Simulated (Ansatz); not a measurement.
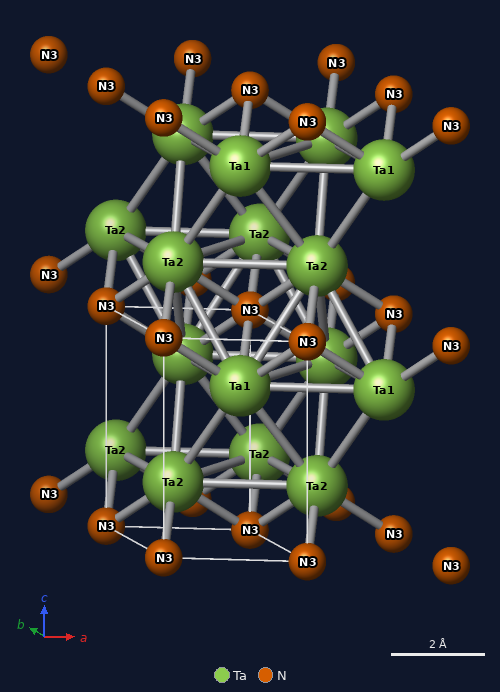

The starting point is a crystal of Ta₂N (set up in P-3m1) in its unrelaxed database cell. The picture is a ball-and-stick view of the cell of the calculation, repeated 2 × 2 × 2 with one cell outlined, seen slightly off an axis.

Level of theory: Ansatz 0.2.0, DFT PBE, scalar-relativistic, plane waves, PAW. (plane-wave cutoff 420 eV; k-point mesh 15 × 15 × 10; occupations gaussian; smearing width 0.1 eV; no spin polarisation)

Change: The cell is strained by +1.0 % along c and −5.0 % across it (volume −8.8 %) and the Ta atoms are displaced by 0.04 Å relative to the cell: Ta1 0.04 Å along −c. No relaxation follows.

Input file:
```yaml
crystal:
  lattice:
    - [2.9579032602, 0.0, 0.0]
    - [-1.4789516301, 2.5616193653, 0.0]
    - [0.0, 0.0, 4.919610775]
  atoms:
    - { symbol: Ta, position: [0.6666666667, 0.3333333333, 0.7377441241] }
    - { symbol: Ta, position: [0.3333333333, 0.6666666667, 0.2622558759] }
    - { symbol: "N", position: [0.0, 0.0, 0.0] }
basis:
  ecutwfc: 420
kpoints:
  mp_grid: { grid: [15, 15, 10] }
hamiltonian:
  xc: pbe
scf:
  occupations: { method: gaussian, width: 0.1 }
output:
  forces: true
  stress: true
  eigenvalues: true
```

Predict the response.

The energy rises by 105 meV per atom. The pressure goes from −1.3 to 27.7 GPa. The principal stresses (compression positive) are 21.8 GPa along c and 30.7 GPa across it. The largest forces, 0.25 eV/Å, act on Ta1 and Ta2; on Ta1 it points along +c. The forces point straight back along the displacements (cosine −1.00). Both are metals. Among the bonded contacts that change: Ta–Ta 3.113 → 2.958 Å, Ta–Ta 2.990 → 2.896 Å, N–Ta 2.184 → 2.140 Å, Ta–Ta 3.063 → 3.094 Å. The space group stays P-3m1 (No. 164).

Drawn alike, the variant:

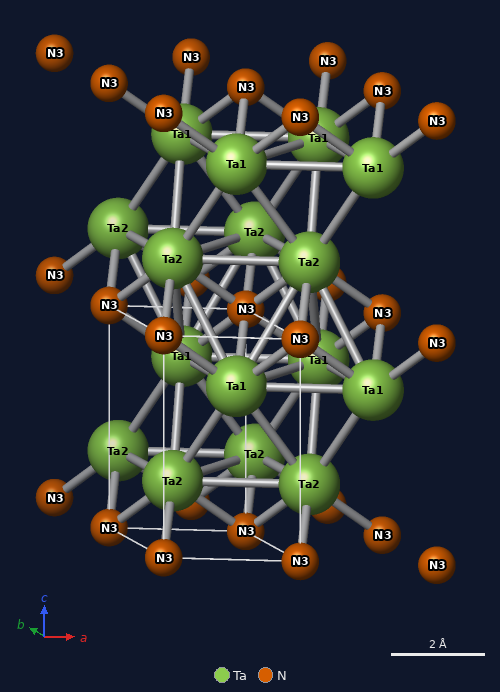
